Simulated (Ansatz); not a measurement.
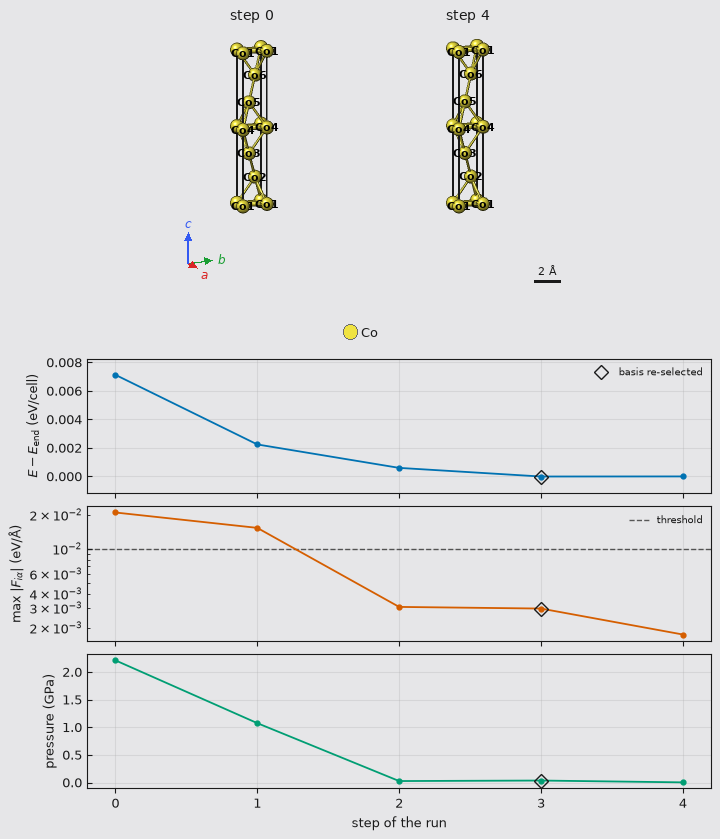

First and last geometry of a relaxation of crystalline Co (a generated structure, set up in P6_3/mmc), with the history of the run. A ball-and-stick model of the cell of the calculation, seen slightly off an axis.

Case: stacking ABCACB.

Method: DFT r2SCAN, scalar-relativistic, plane waves, PAW in Ansatz 0.2.0.

The input:
```yaml
crystal:
  lattice:
    - [2.4728259672, 0.0, 0.0]
    - [-1.2364129836, 2.1415301067, 0.0]
    - [0.0, 0.0, 12.0495129785]
  atoms:
    - { symbol: Co, position: [0.0, 0.0, 0.0], spin: 2.09 }
    - { symbol: Co, position: [0.3333333333, 0.6666666667, 0.1666666667], spin: 2.09 }
    - { symbol: Co, position: [0.6666666667, 0.3333333333, 0.3333333333], spin: 2.09 }
    - { symbol: Co, position: [0.0, 0.0, 0.5], spin: 2.09 }
    - { symbol: Co, position: [0.6666666667, 0.3333333333, 0.6666666667], spin: 2.09 }
    - { symbol: Co, position: [0.3333333333, 0.6666666667, 0.8333333333], spin: 2.09 }
basis:
  ecutwfc: 500
kpoints:
  mp_grid: { grid: [18, 18, 4] }
hamiltonian:
  xc: r2scan
scf:
  occupations: { method: gaussian, width: 0.1 }
output:
  forces: true
  stress: true
  eigenvalues: true
  populations: true
magnetization:
  spin_polarized: true
relax:
  adjacent_minimum: "off"
  f_tol: 0.01
  max_steps: 45
  cell: { stress_tol: 0.05 }
```

Command:
```bash
ansatz run input.yaml --threads 2 --pin off --max-ram 4096MiB --backend cpu --events-out ev --progress --plain --runs-dir out
```

> What do the curves and the structures tell?

The run was cut off at its time limit before the program reported convergence, but its last step already meets the force threshold: the largest component is 0.0017 eV/Å against 0.01 eV/Å. The pressure is within 0.01 GPa of its target. Over 3 accepted moves (4 points after the start) the energy falls by 7.1 meV per cell of the calculation. The largest force component goes from 0.021 to 0.0017 eV/Å. The pressure goes from 2.21 to 0.00 GPa. The SCF was repeated once at an unchanged geometry on a basis and grid sized afresh for the cell, which shifted the energy by 0.6 meV per cell of the calculation at most. No atom moves by more than 0.005 Å relative to the cell. The volume changes by +1.0 %, with a = b 2.473 → 2.475 Å (+0.1 %), c 12.050 → 12.154 Å (+0.9 %). Near-neighbour distances that change, for instance: Co1–Co2 2.464 → 2.480 Å. The space group stays P6_3/mmc (No. 194).

```
step  E − E(0), meV/atom  largest force component, eV/Å  pressure, GPa  volume, Å³/atom                      note
   0                0.00                         0.0210           2.21           10.635                          
   1               -0.81                         0.0153           1.07           10.689                          
   2               -1.09                         0.0031           0.03           10.742                          
   3               -1.19                         0.0030           0.04           10.742  same geometry, new basis
   4               -1.19                         0.0017           0.00           10.743
```
